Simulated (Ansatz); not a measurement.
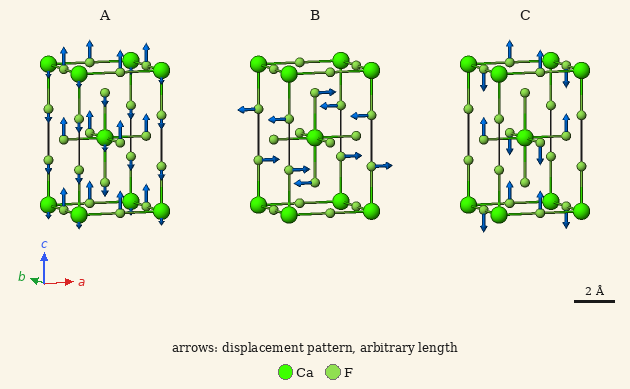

Modes of a crystal of CaF$_{4}$ (a generated structure), space group I4/mmm (No. 139), at the zone centre (one member of each degenerate set). Displacements are drawn as blue arrows; their common scale and sign are arbitrary. The picture is a ball-and-stick view of the conventional cell (2 times the calculation's cell), seen slightly off an axis. Lengths and directions refer to the drawn axes.

These are results of Ansatz, DFT PBE+D3(BJ), scalar-relativistic, plane waves, PAW, not measurements.

The frequencies depend somewhat on the k-mesh and the smearing.

### Give the symmetry species and the selection rules of each.

A is A₂u, infrared-active by symmetry (86i cm⁻¹). B is E_g, Raman-active by symmetry (184i cm⁻¹). C is B₂u, silent by symmetry (neither infrared- nor Raman-active) (211i cm⁻¹). The crystal has a centre of inversion, so no mode is both. In a metal the free carriers screen the infrared response.
